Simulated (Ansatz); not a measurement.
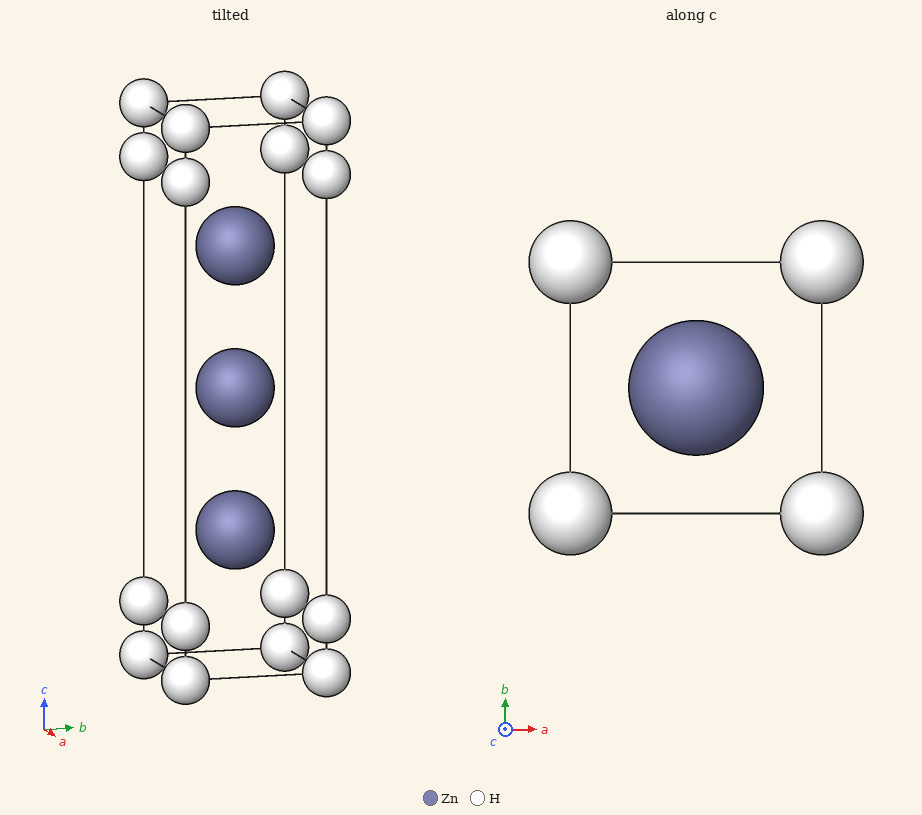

Figure: spheres-only view slightly off an axis and along the c axis. The lines enclose the conventional unit cell; boundary atoms appear with their images. Cell: a = 2.65 Å, b = 2.65 Å, c = 10.10 Å, α = 90.00°, β = 90.00°, γ = 90.00°.

The initial geometry was a random cell made by a generator, so it need not be a real form of the compound. Earlier steps of the study, as a rule a relaxation of our own, may have changed the cell and positions, so they can lie some per cent off the listed ones. A calculation with Ansatz used it as input.

**What is this?**

The material is ZnH. It belongs to space group P4/mmm (No. 123) and has a primitive tetragonal lattice. It has 6 atoms to the cell (3 Zn, 3 H).

Run with DFT PBE, scalar-relativistic, plane waves, PAW (Ansatz 0.2.0) and these settings: plane-wave cutoff 420 eV, the zone sampled with 14×14×4 points, Gaussian smearing of 0.1 eV, no spin polarisation.

**Predict the gap.**

A metal: bands cross the Fermi level.

**How charged are the atoms, by the Bader scheme?**

Zn +0.01 to +0.17 e; H -0.19 to +0.03 e.

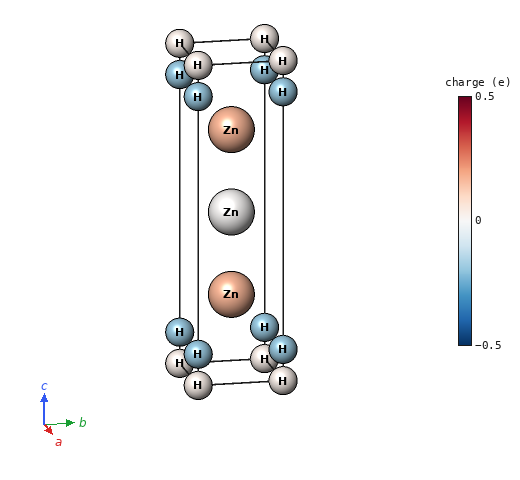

The atoms coloured by those charges. The run's cell of 6 atoms is drawn.

**Does the calculation find this structure at rest?**

Yes. All forces vanish to within 0.01 eV/Å. The pressure is 0.0 GPa, close to zero.
